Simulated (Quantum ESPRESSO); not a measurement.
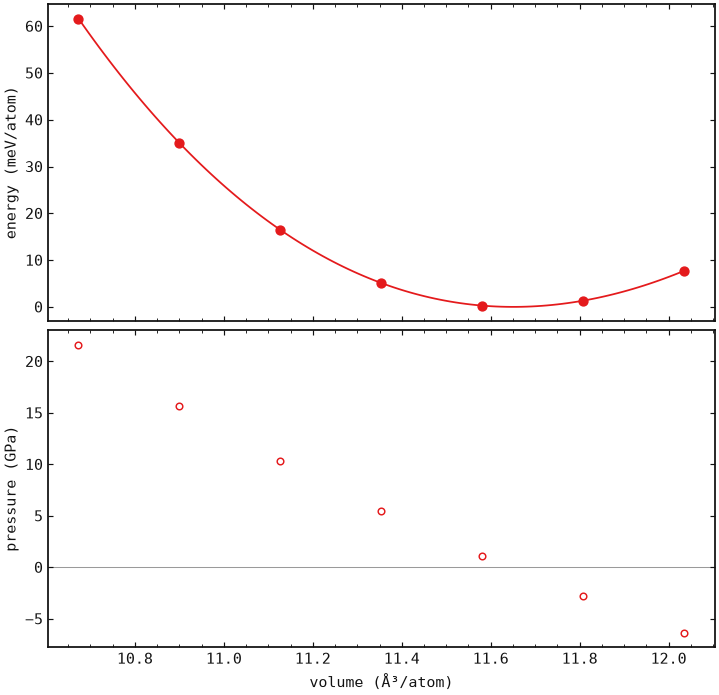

The plot gives the computed energy and pressure against volume for TiO₂, space group I4_1/amd (No. 141).

Cell as given: a = 5.458 Å, b = 5.458 Å, c = 5.458 Å, α = 139.43°, β = 139.43°, γ = 58.71°; 6 atoms.

How it was computed, with Quantum ESPRESSO 7.5: plane-wave DFT, no spin polarisation; energies at scaled volumes of the given cell, shape and fractions fixed, counted from the fit's minimum, third-order Birch-Murnaghan fit. Level: PBE.

- k mesh: 10×10×10
- occupations: Fermi–Dirac
- smearing width: 0.05 eV
- potentials: GBRV 1.5 PBE
- wave cutoff: 612.3 eV
- density cutoff: 4898 eV

**How stiff is the solid, and where is its volume at rest?**

A third-order Birch–Murnaghan fit gives V0 = 11.65 Å³/atom, B0 = 207 GPa and B′ = 4.2.

**What does the pressure do across the range?**

It falls from 21.63 GPa at volume 10.67 Å³/atom to −6.38 GPa at 12.04 Å³/atom, and changes sign near 11.65 Å³/atom.

Note: shape and atomic fractions are frozen while scaling, which makes layered, chain and framework solids too stiff.
